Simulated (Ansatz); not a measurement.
# A series of single points on Si

System: Si (2 atoms in the cell).
Method: DFT LDA, scalar-relativistic, plane waves, PAW, no spin polarisation (Ansatz 0.2.0).

The 8 runs differ only in the geometry, by a shift of atoms along one path in a fixed cell. The shift s is measured from run 5: Si1 moves along the Cartesian direction (0.00, 0.00, 1.00), and Si2 with it in fixed proportion. The structure derives from a Materials Project entry.

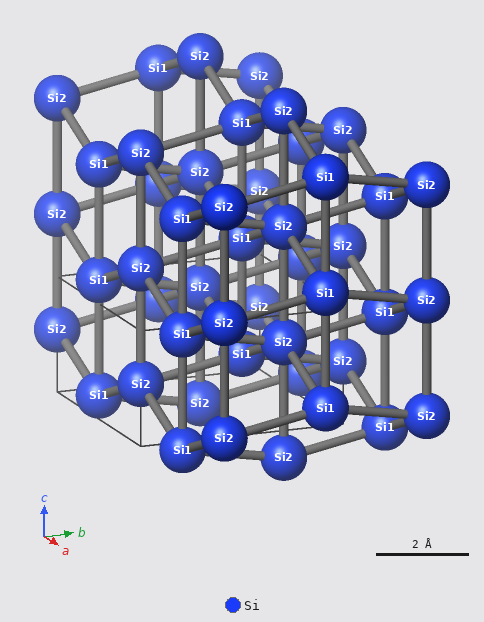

Figure 1. The structure of run 5 (ball-and-stick view of the cell 2 times as large as that of the calculation, set on its symmetry axes, repeated 2 × 1 × 3, seen slightly off an axis; atoms are numbered from 1 in the order of the input). An atom can appear more than once, as a periodic image.

**Input of run 5**
```yaml
crystal:
  lattice:
    - [-2.3824154513, 2.3824154513, 1.3052992358]
    - [2.3824154513, -2.3824154513, 1.3052992358]
    - [2.3824154513, 2.3824154513, -1.3052992358]
  atoms:
    - { symbol: Si, position: [0.2930935669, 0.7930935669, 0.5] }
    - { symbol: Si, position: [0.4569064331, 0.4569064331, 0.0] }
basis:
  ecutwfc: 420
kpoints:
  mp_grid: { grid: [26, 26, 26] }
hamiltonian:
  xc: lda
scf:
  occupations: { method: gaussian, width: 0.15 }
output:
  forces: true
  stress: true
  eigenvalues: true
```

Command:
```bash
ansatz run input.yaml --threads 2 --pin off --max-ram 5120MiB --backend cpu --events-out ev --progress --plain --runs-dir out
```

Run 2 differs from it as follows:
```diff
-    - { symbol: Si, position: [0.2930935669, 0.7930935669, 0.5] }
-    - { symbol: Si, position: [0.4569064331, 0.4569064331, 0.0] }
+    - { symbol: Si, position: [0.1925419107, 0.6925419107, 0.5] }
+    - { symbol: Si, position: [0.5574580893, 0.5574580893, 0.0] }
```

**Results, with one run withheld**

```csv
run,shift s of Si1 (Å),"free energy per atom, from the lowest run given (meV)",pressure (GPa),force along the path (eV/Å)
1,−0.4125,36.39,−0.53,0.095
2,−0.2625,?,?,?
3,−0.0750,0.00,−0.08,−0.122
4,−0.0375,3.36,−0.11,−0.233
5,0.0000,8.56,−0.17,−0.317
6,0.0750,21.87,−0.32,−0.363
7,0.1125,28.32,−0.40,−0.316
8,0.1500,33.40,−0.48,−0.220
```

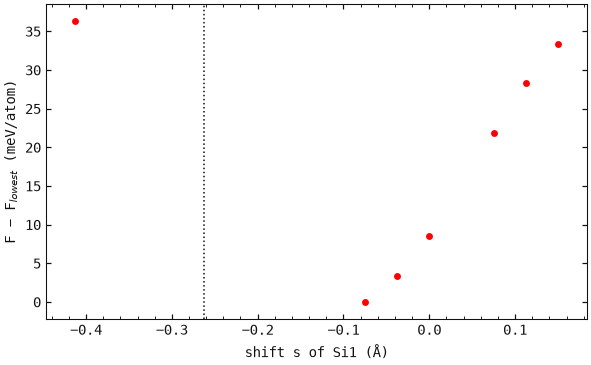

Figure 2. Free energy per atom of the runs given; the dotted line marks run 2.

Estimate the energy of run 2 from the others.

A cubic polynomial in the coordinate, fitted to the 7 runs given, misses them by at most 0.68 meV per atom. With x = s + 0.0268, it reads F = 5.3359 + 139.31 x + 264.95 x² − 790.97 x³ (meV per atom). At run 2 it gives −2.42 meV per atom, and the run itself gives 15.00. The slope of the fit gives a force −dF/ds of 0.235 eV/Å along the path (summed over the atoms that move), and the printed forces give 0.362 eV/Å. The fit has its minimum at s = −0.1819 Å. The miss comes from the order of the polynomial or from scatter in that run; these data can't tell which.

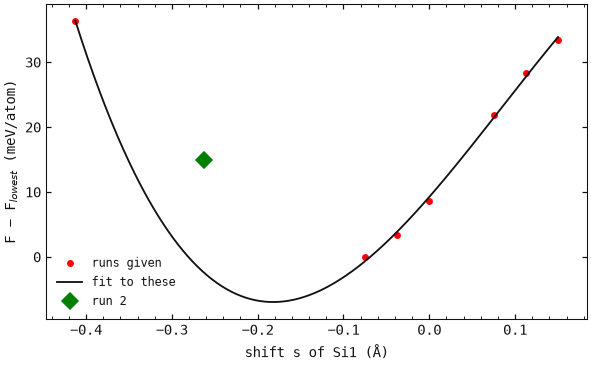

Figure 3. The fit and the withheld run.

**Output, shortened to warnings, some set-up lines, iterations and results (run 2)**
```
Basis set: ecut = 420 eV, 581 PW (Γ)
Symmetry: 8 space group operations
k-points: 2471 of 17576
Initial density: superposition of atomic densities (neutral atoms: chi_scale 0, normalization atom), corrected by the library's trained network
[...]
SCF iter   1: F=—  HF=-1216.855074 eV  |F-HF|=—  |Δ(HF+E_count)|=         —  Δρ=4.77e-3  dr2=5.69e-3  ethr=1.77e-3  ⟨swp⟩=5.0  Hψ=156642  notcnv=0
SCF iter   2: F=—  HF=-1216.853276 eV  |F-HF|=—  |Δ(HF+E_count)|=   1.80e-3  Δρ=2.79e-3  dr2=2.05e-3  ethr=7.11e-5  ⟨swp⟩=1.0  Hψ=39564  notcnv=0
SCF iter   3: F=—  HF=-1216.852351 eV  |F-HF|=—  |Δ(HF+E_count)|=   9.25e-4  Δρ=1.42e-4  dr2=5.87e-6  ethr=2.56e-5  ⟨swp⟩=2.0  Hψ=29410  notcnv=0
SCF iter   4: F=—  HF=-1216.852347 eV  |F-HF|=—  |Δ(HF+E_count)|=   3.24e-6  Δρ=3.65e-5  dr2=4.43e-7  ethr=7.34e-8  ⟨swp⟩=2.2  Hψ=28747  notcnv=0
SCF iter   5: F=-1216.852347 eV  HF=-1216.852347 eV  |F-HF|=6.96e-9  |Δ(HF+E_count)|=   1.95e-7  Δρ=6.02e-6  dr2=1.19e-8  ethr=5.54e-9  ⟨swp⟩=1.9  Hψ=26914  notcnv=0
SCF iter   6: F=-1216.852347 eV  HF=-1216.852347 eV  |F-HF|=2.27e-13  |Δ(HF+E_count)|=   5.12e-9  Δρ=3.90e-7  dr2=2.21e-11  ethr=1.49e-10  ⟨swp⟩=2.2  Hψ=69175  notcnv=0
SCF 1 converged in 6 iterations: F = -1216.852347 eV  dr2 = 2.21e-11
SCF converged after 6 iterations
Free energy (F): -1216.852347 eV
Harris-Foulkes:  -1216.852347 eV  (|F-HF|=2.27e-13)
Internal energy: -1216.843989 eV  (E = F + TS)
E sigma→0 (E₀):  -1216.848168 eV
Entropy (-TS):   -0.008358 eV (-4.179 meV/atom)
Fermi energy:    9.863497 eV
--- Per-component energies (eV) ---
  E_band       = 34.703489
  E_kinetic    = 83.391867
  E_local      = -4.838965  (includes V_loc(G=0)·N_el)
  E_nonlocal   = 53.371399
  E_hartree    = 2.328267
  E_xc         = -111.523663
  E_vxc        = -96.712031  (∫ρ·V_xc dr)
  E_paw        = -971.637168  (= ΣΔE_a)
  E_vpaw       = -5.165326  (= ΣTr[D̂ρ^β])
  E_aug_tail   = 0.000012  (compensation charges beyond the density's cutoff)
  E_ewald      = -268.104399
  E_core_change = 0.168661  (= ΣΔE_core)
  E_smearing   = -0.008358  (= −TS)
  E_closure    = 0.000000  (closes the sum)
  Σ components = -1216.852347   (vs F -1216.852347, Δ=0.00e0)
--- Forces (eV/Å), atoms counted from 1 ---
  atom   1  Si     0.00000000     0.00000000     0.18114902
  atom   2  Si     0.00000000     0.00000000    -0.18114902
  max |Σ_I F_I| component: 2.78e-17 eV/Å
--- Stress (GPa, compression-positive) ---
       -4.813389       0.000000       0.000000
        0.000000       5.270968       0.000000
        0.000000       0.000000      -1.167539
  P = ⅓ Tr σ = -0.2367 GPa (-2.367 kbar)
```
